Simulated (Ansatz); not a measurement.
**Run report: SrTiO$_{3}$, geometry relaxation (part 1 of 2)**

SrTiO$_{3}$ (P1, 5 atoms in the cell), computed with DFT PBE+U, scalar-relativistic, plane waves, PAW, Ueff = 4 eV on Ti d, no spin polarisation (Ansatz 0.2.0).

The structure derives from an entry of the Crystallography Open Database. It belongs to a series of runs on one base structure; here: cell sheared at random, sigma 0.06, atoms nudged by 0.01 A; relaxed back. Figures and captions count atoms from 1; the log counts them from 0 in places.

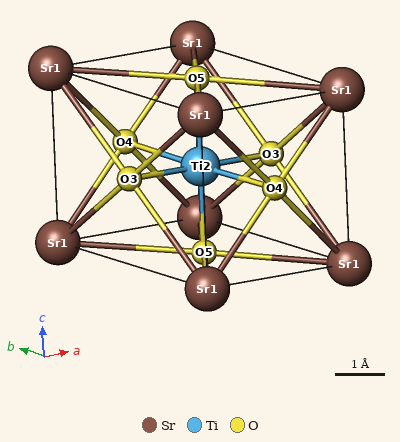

**Figure 1.** The input geometry (ball-and-stick view of the cell of the calculation, seen at an oblique angle; atoms are numbered from 1 in the order of the input). An atom can appear more than once, as a periodic image.

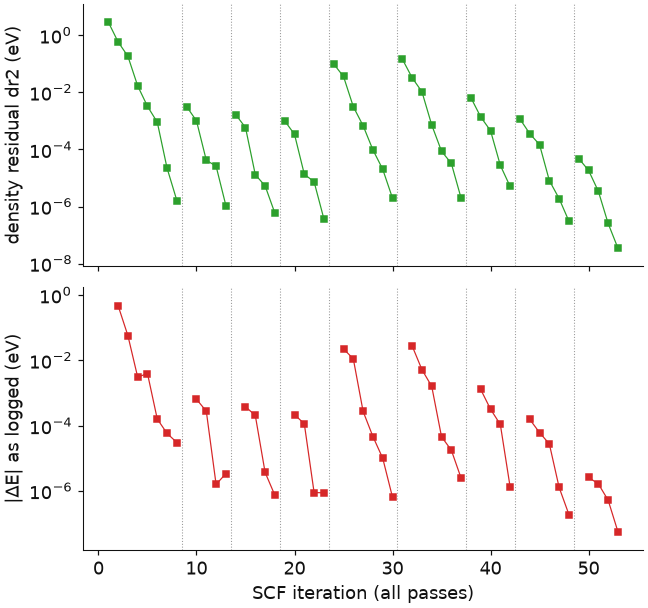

**Figure 2.** Convergence of the self-consistent field: density residual dr2 and size of the energy change against the SCF iteration. The dotted lines part the SCF passes of the relaxation: geometry steps, rejected trials and re-solves on a re-selected basis. The 9 passes take 5 to 8 iterations each, 53 in all.

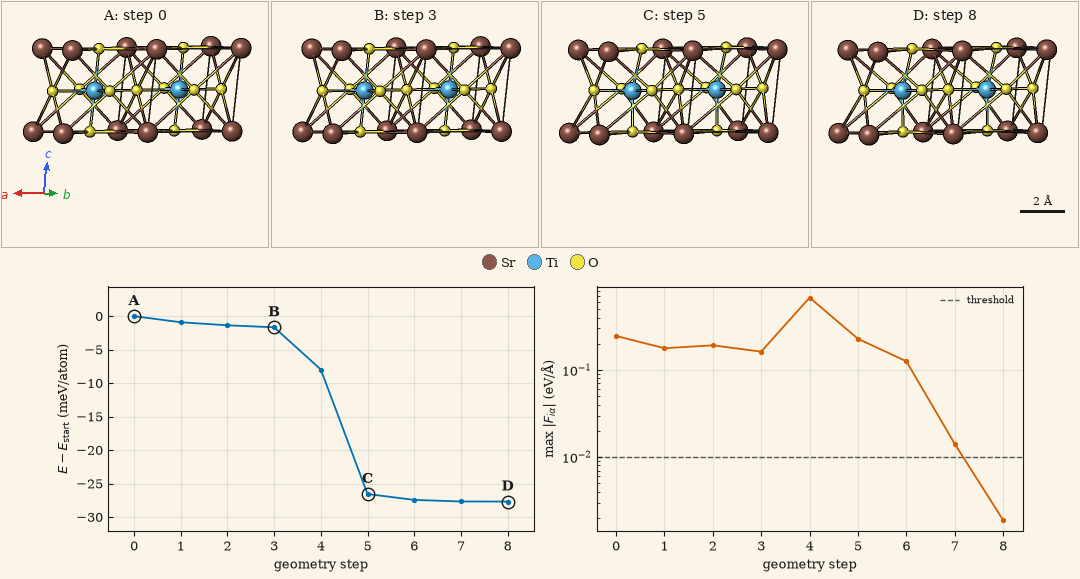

**Figure 3.** Frames of the relaxation (ball-and-stick view of the cell of the calculation, repeated 2 × 1 × 1, seen at an oblique angle) above the curves, on which the letters mark them (the first geometry is step 0 here and step 1 in the log).

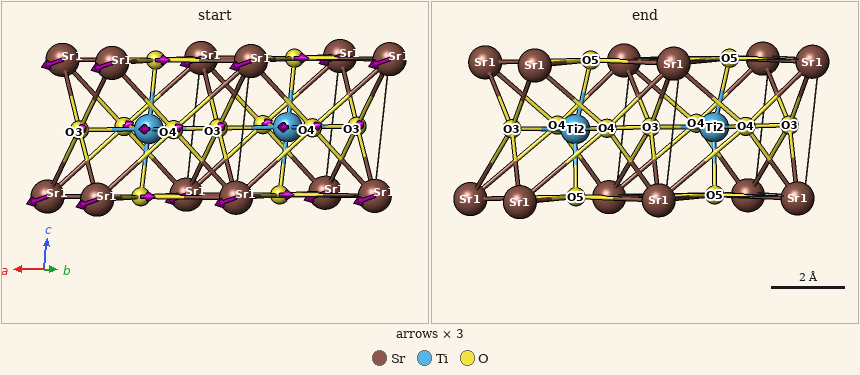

**Figure 4.** Before (left) and after (right) the relaxation, at one scale (ball-and-stick view of the cell of the calculation, repeated 2 × 1 × 1, seen at an oblique angle). The pink arrows give the displacements, magnified 3 times. After 8 geometry steps the energy has fallen by 27.7 meV per atom. The largest force component goes from 0.25 to 0.0019 eV/Å. The atom that moves furthest is Sr1 (0.25 Å). Largest moves by element: Sr 0.25 Å, O 0.16 Å, Ti 0.14 Å. The cell doesn't change. Distances before and after: Sr1–O5 3.013 → 3.413 Å, Sr1–O3 2.876 → 3.184 Å, Sr1–O4 2.885 → 3.164 Å, Ti2–O4 2.090 → 2.307 Å. Among the angles that change: O5–Ti2–O5 178.6° → 162.5°, Ti2–O5–Ti2 178.6° → 162.5°, Sr1–O5–Sr1 179.2° → 163.2°. The space group stays P1 (No. 1). (Atoms are counted from 1 in the order of the input.)

The input and output of the run follow.

### Input file
```yaml
crystal:
  lattice:
    - [3.9159891099, -0.2499129247, -0.2118341939]
    - [-0.2499129247, 4.1248410195, 0.0959971485]
    - [-0.2118341939, 0.0959971485, 3.8004841596]
  atoms:
    - { symbol: Sr, position: [-0.0037360815, -0.0017447026, -0.0009542615] }
    - { symbol: Ti, position: [0.4989284042, 0.4982411382, 0.4971273099] }
    - { symbol: O, position: [-0.0012666729, 0.498292837, 0.4974141951] }
    - { symbol: O, position: [0.5017297225, 0.0037817968, 0.5041965683] }
    - { symbol: O, position: [0.5043446276, 0.5014289307, 0.0022161881] }
basis:
  ecutwfc: 420
kpoints:
  mp_grid: { grid: [6, 6, 6] }
hamiltonian:
  xc: pbe
  hubbard: { sites: [{ species: Ti, l: d, u_eff: 4.0 }] }
scf:
  occupations: { method: gaussian, width: 0.05 }
output:
  forces: true
  stress: true
  eigenvalues: true
relax:
  adjacent_minimum: "off"
  f_tol: 0.01
  max_steps: 80
```

Command:
```bash
ansatz run input.yaml --threads 2 --pin off --max-ram 5120MiB --backend cpu --events-out ev --progress --plain --runs-dir out
```

### The program's output
```
Warning: output.stress: scf.convergence.dr2_threshold = 1e-7 eV (the SCF's general default) is looser than the 5e-10 eV advised for a printed stress (1e-10 eV for each atom of the cell: 5). What an SCF threshold leaves in a stress goes as its square root, and in the free energy as the threshold itself, and one threshold admits the most on a small cell: of the crystals measured, under no hybrid functional and no lock of the moments, on runs that ended without the residual-converged pass, on stresses that held no estimate of that error, the worst erred by over 100 MPa in a component at 1e-7 eV an atom and by under 5 at 1e-10. Every solve of this run answers to scf.convergence.dr2_threshold, and the tensor of one is reported: a single SCF on the reported geometry and on this run's grids (its basis.xc_grid and basis.ecutrho_ratio typed), with scf.convergence.dr2_threshold at 5e-10 eV or tighter, prints it and tightens no other solve. Else set scf.convergence.dr2_threshold to 5e-10 eV or tighter. The threshold is an SCF's pass mark: one that does not reach it within its budget of iterations ends unconverged, or closes short of it on a stop that the run arms, and scf.convergence.dr2_threshold's page says what that costs each kind of run
Sr: projections on atomic orbitals take those of the free atom [Ar 3d10] 4s2 4p6 5s2, of charge +0.00 (hamiltonian.pseudopotentials.projection_atoms); the dataset's partial waves leave at most 2.8e-6 of an orbital's norm unspanned inside its sphere
Ti: projections on atomic orbitals take those of the free atom [Ne] 3s2 3p6 3d2 4s2, of charge +0.00 (hamiltonian.pseudopotentials.projection_atoms); the dataset's partial waves leave at most 4.1e-7 of an orbital's norm unspanned inside its sphere
O: projections on atomic orbitals take those of the free atom [He] 2s2 2p4, of charge +0.00 (hamiltonian.pseudopotentials.projection_atoms); the dataset's partial waves leave at most 1.9e-8 of an orbital's norm unspanned inside its sphere
Engine: ansatz 0.2.0, x86_64-unknown-linux-gnu
Pseudopotentials: kind: paw
Pseudopotential: Sr, paw, valence charge 10, recommended cutoff 420 eV (normal), Sr.paw.azcp
Pseudopotential: Ti, paw, valence charge 12, recommended cutoff 420 eV (normal), Ti.paw.azcp
Pseudopotential: O, paw, valence charge 6, recommended cutoff 420 eV (normal), O.paw.azcp
Functional definition: PBE
  parameter kappa = 0.804
  parameter beta = 0.06672455060314922
  exchange = pbe_x(kappa = kappa, mu = beta*pi^2/3)
  correlation = pbe_c(beta = beta)
Crystal: 5 atoms, lattice volume = 60.940 Å³
Basis set: ecut = 420 eV, 1187 PW (Γ), exchange–correlation on 54×60×54 points (8 copies of the dense FFT grid, shifted against one another)
Bands: 25, of which v1, the nominal top of the filled ones, is band 20 counted from 1 (19 counted from 0)
Symmetry: 1 space group operations
Space group: P1 (ITA 1), of the structure as read, at distance tolerance 3.9e-5 Å
k-points: 112 of 216 (time reversal used)
Non-local potential: Sr, projectors of the file, l = 0: 3, l = 1: 2, l = 2: 2
Non-local potential: Ti, projectors of the file, l = 0: 3, l = 1: 2, l = 2: 3, l = 3: 1
Non-local potential: O, projectors of the file, l = 0: 2, l = 1: 2, l = 2: 1
PAW form: soft (Blöchl's): semilocal exchange-correlation on the pseudo side does not see the compensation charge
PAW one-centre angular grid: Sr, 110 points (default); XC on 64 Gauss nodes
PAW one-centre angular grid: Ti, 590 points (default); XC on 64 Gauss nodes
PAW one-centre angular grid: O, 110 points (default); XC on 64 Gauss nodes
Initial density: superposition of atomic densities (chi_scale 0.1, normalization cell, long waves kept (reshape's long-wave potential 0.00 eV rms))
Initial wavefunctions: pseudopotential atomic-orbital guess
Functional: x = pbe(κ = 0.804, μ = 0.2195149727645171), c = pbe(β = 0.06672455060314922)
SCF iter   1: F=—  HF=-7750.794922 eV  |F-HF|=—  |Δ(HF+E_count)|=         —  Δρ=6.30e-2  dr2=2.95e0  ethr=3.10e-3  ⟨swp⟩=7.5  Hψ=15662  notcnv=0
preconditioner: auto → Resta (q_TF=auto, 2.543 Å⁻¹)  ε∞=4.9  [insulator: Δε(μ)=2.406 eV  Ē_g=13.172 eV  σ=0.050 eV  W_gap=1.00  n_scr=20 (ndim 8)  ℏωp=26.1 eV  f_vac=0.000  D(μ)=0.00/eV (n_scr^D=0)  ε∞_Penn≈4.9]
SCF iter   2: F=—  HF=-7750.313499 eV  |F-HF|=—  |Δ(HF+E_count)|=   4.81e-1  Δρ=3.61e-2  dr2=5.93e-1  ethr=3.10e-3  ⟨swp⟩=2.9  Hψ=6422  notcnv=0  defer=112
SCF iter   3: F=—  HF=-7750.255569 eV  |F-HF|=—  |Δ(HF+E_count)|=   5.79e-2  Δρ=1.65e-2  dr2=1.86e-1  ethr=1.48e-3  ⟨swp⟩=2.3  Hψ=4258  notcnv=0  defer=112
SCF iter   4: F=—  HF=-7750.258656 eV  |F-HF|=—  |Δ(HF+E_count)|=   3.09e-3  Δρ=6.07e-3  dr2=1.70e-2  ethr=4.64e-4  ⟨swp⟩=2.2  Hψ=5038  notcnv=0  defer=112
SCF iter   5: F=—  HF=-7750.262621 eV  |F-HF|=—  |Δ(HF+E_count)|=   3.97e-3  Δρ=2.45e-3  dr2=3.26e-3  ethr=4.26e-5  ⟨swp⟩=2.2  Hψ=4632  notcnv=0  defer=112
SCF iter   6: F=—  HF=-7750.262781 eV  |F-HF|=—  |Δ(HF+E_count)|=   1.60e-4  Δρ=1.35e-3  dr2=9.04e-4  ethr=8.16e-6  ⟨swp⟩=2.0  Hψ=4385  notcnv=0  defer=112
SCF iter   7: F=—  HF=-7750.262723 eV  |F-HF|=—  |Δ(HF+E_count)|=   5.82e-5  Δρ=2.02e-4  dr2=2.21e-5  ethr=2.26e-6  ⟨swp⟩=2.0  Hψ=4305  notcnv=0  defer=112
SCF iter   8: F=-7750.262754 eV  HF=-7750.262753 eV  |F-HF|=3.53e-7  |Δ(HF+E_count)|=   3.05e-5  Δρ=4.74e-5  dr2=1.61e-6  ethr=6.25e-9  ⟨swp⟩=10.2  Hψ=15157  notcnv=0
SCF 1 converged in 8 iterations: F = -7750.262754 eV  dr2 = 1.61e-6
  greatest PAW one-centre occupation: 0.999 electrons in one spin orbital (limit 2), on the Ti atom at site 1 (counted from 0), in its partial waves of l = 0
relax step   1: F+E_penalty+E_count = -7750.26275359 eV  Δ(F+E_penalty+E_count) = +0.000e0 eV  max|allowed force component| = 2.461e-1 eV/Å  Δτ_max = 0.0000 Å  (8 SCF iters, dr2 threshold 2.50e-6 eV, accepted)
Initial density: handed on by an earlier stage of this run
Initial wavefunctions: those handed on with the density
iter 1 solved again at ethr=7.13e-6 eV; its pass at ethr=3.10e-3 eV (dr2=2.85e-3 eV) is discarded
SCF iter   1: F=—  HF=-7750.268225 eV  |F-HF|=—  |Δ(HF+E_count)|=         —  Δρ=2.16e-3  dr2=3.17e-3  ethr=7.13e-6  ⟨swp⟩=2.3  Hψ=9778  notcnv=0  defer=112
preconditioner: auto → Resta (q_TF=auto, 2.543 Å⁻¹)  ε∞=5.7  [insulator: Δε(μ)=1.686 eV  Ē_g=12.030 eV  σ=0.050 eV  W_gap=1.00  n_scr=20 (ndim 8)  ℏωp=26.1 eV  f_vac=0.000  D(μ)=0.00/eV (n_scr^D=0)  ε∞_Penn≈5.7]
SCF iter   2: F=—  HF=-7750.267578 eV  |F-HF|=—  |Δ(HF+E_count)|=   6.46e-4  Δρ=1.17e-3  dr2=1.01e-3  ethr=7.13e-6  ⟨swp⟩=2.0  Hψ=3963  notcnv=0  defer=112
SCF iter   3: F=—  HF=-7750.267298 eV  |F-HF|=—  |Δ(HF+E_count)|=   2.80e-4  Δρ=2.67e-4  dr2=4.20e-5  ethr=2.51e-6  ⟨swp⟩=2.0  Hψ=4014  notcnv=0  defer=112
SCF iter   4: F=—  HF=-7750.267300 eV  |F-HF|=—  |Δ(HF+E_count)|=   1.59e-6  Δρ=2.16e-4  dr2=2.60e-5  ethr=1.05e-7  ⟨swp⟩=2.0  Hψ=4368  notcnv=0  defer=112
SCF iter   5: F=-7750.267297 eV  HF=-7750.267296 eV  |F-HF|=2.62e-8  |Δ(HF+E_count)|=   3.41e-6  Δρ=4.71e-5  dr2=1.08e-6  ethr=9.46e-9  ⟨swp⟩=9.5  Hψ=14348  notcnv=0
SCF 2 converged in 5 iterations: F = -7750.267297 eV  dr2 = 1.08e-6
relax step   2: F+E_penalty+E_count = -7750.26729652 eV  Δ(F+E_penalty+E_count) = -4.543e-3 eV  max|allowed force component| = 1.779e-1 eV/Å  Δτ_max = 0.0224 Å  (5 SCF iters, dr2 threshold 3.78e-6 eV, accepted)
SCF iter   1: F=—  HF=-7750.270173 eV  |F-HF|=—  |Δ(HF+E_count)|=         —  Δρ=1.40e-3  dr2=1.67e-3  ethr=2.79e-5  ⟨swp⟩=3.4  Hψ=7381  notcnv=0  defer=112
preconditioner: auto → Resta (q_TF=auto, 2.543 Å⁻¹)  ε∞=5.7  [insulator: Δε(μ)=1.694 eV  Ē_g=12.032 eV  σ=0.050 eV  W_gap=1.00  n_scr=20 (ndim 8)  ℏωp=26.1 eV  f_vac=0.000  D(μ)=0.00/eV (n_scr^D=0)  ε∞_Penn≈5.7]
SCF iter   2: F=—  HF=-7750.269789 eV  |F-HF|=—  |Δ(HF+E_count)|=   3.84e-4  Δρ=8.03e-4  dr2=5.89e-4  ethr=4.17e-6  ⟨swp⟩=1.0  Hψ=3696  notcnv=0  defer=112
SCF iter   3: F=—  HF=-7750.269583 eV  |F-HF|=—  |Δ(HF+E_count)|=   2.06e-4  Δρ=1.54e-4  dr2=1.31e-5  ethr=1.47e-6  ⟨swp⟩=2.1  Hψ=4065  notcnv=0  defer=112
SCF iter   4: F=—  HF=-7750.269586 eV  |F-HF|=—  |Δ(HF+E_count)|=   3.72e-6  Δρ=1.03e-4  dr2=5.32e-6  ethr=4.94e-9  ⟨swp⟩=11.5  Hψ=14404  notcnv=0
SCF iter   5: F=-7750.269585 eV  HF=-7750.269586 eV  |F-HF|=2.10e-7  |Δ(HF+E_count)|=   7.36e-7  Δρ=3.55e-5  dr2=5.84e-7  ethr=4.94e-9  ⟨swp⟩=4.7  Hψ=12456  notcnv=0
SCF 3 converged in 5 iterations: F = -7750.269585 eV  dr2 = 5.84e-7
relax step   3: F+E_penalty+E_count = -7750.26958543 eV  Δ(F+E_penalty+E_count) = -2.289e-3 eV  max|allowed force component| = 1.920e-1 eV/Å  Δτ_max = 0.0187 Å  (5 SCF iters, dr2 threshold 1.98e-6 eV, accepted)
SCF iter   1: F=—  HF=-7750.271403 eV  |F-HF|=—  |Δ(HF+E_count)|=         —  Δρ=1.05e-3  dr2=1.01e-3  ethr=2.06e-5  ⟨swp⟩=3.0  Hψ=6754  notcnv=0  defer=112
preconditioner: auto → Resta (q_TF=auto, 2.543 Å⁻¹)  ε∞=5.7  [insulator: Δε(μ)=1.697 eV  Ē_g=12.033 eV  σ=0.050 eV  W_gap=1.00  n_scr=20 (ndim 8)  ℏωp=26.1 eV  f_vac=0.000  D(μ)=0.00/eV (n_scr^D=0)  ε∞_Penn≈5.7]
SCF iter   2: F=—  HF=-7750.271184 eV  |F-HF|=—  |Δ(HF+E_count)|=   2.18e-4  Δρ=5.88e-4  dr2=3.39e-4  ethr=2.52e-6  ⟨swp⟩=1.3  Hψ=3907  notcnv=0  defer=112
SCF iter   3: F=—  HF=-7750.271070 eV  |F-HF|=—  |Δ(HF+E_count)|=   1.15e-4  Δρ=1.59e-4  dr2=1.36e-5  ethr=8.47e-7  ⟨swp⟩=2.1  Hψ=4024  notcnv=0  defer=112
SCF iter   4: F=—  HF=-7750.271070 eV  |F-HF|=—  |Δ(HF+E_count)|=   8.93e-7  Δρ=1.20e-4  dr2=7.35e-6  ethr=3.40e-8  ⟨swp⟩=11.1  Hψ=13771  notcnv=0
SCF iter   5: F=-7750.271070 eV  HF=-7750.271070 eV  |F-HF|=7.78e-9  |Δ(HF+E_count)|=   8.80e-7  Δρ=2.71e-5  dr2=3.67e-7  ethr=1.84e-8  ⟨swp⟩=5.6  Hψ=10840  notcnv=0
SCF 4 converged in 5 iterations: F = -7750.271070 eV  dr2 = 3.67e-7
relax step   4: F+E_penalty+E_count = -7750.27106955 eV  Δ(F+E_penalty+E_count) = -1.484e-3 eV  max|allowed force component| = 1.624e-1 eV/Å  Δτ_max = 0.0133 Å  (5 SCF iters, dr2 threshold 1.93e-5 eV, accepted)
iter 1 solved again at ethr=2.40e-4 eV; its pass at ethr=3.10e-3 eV (dr2=9.62e-2 eV) is discarded
```
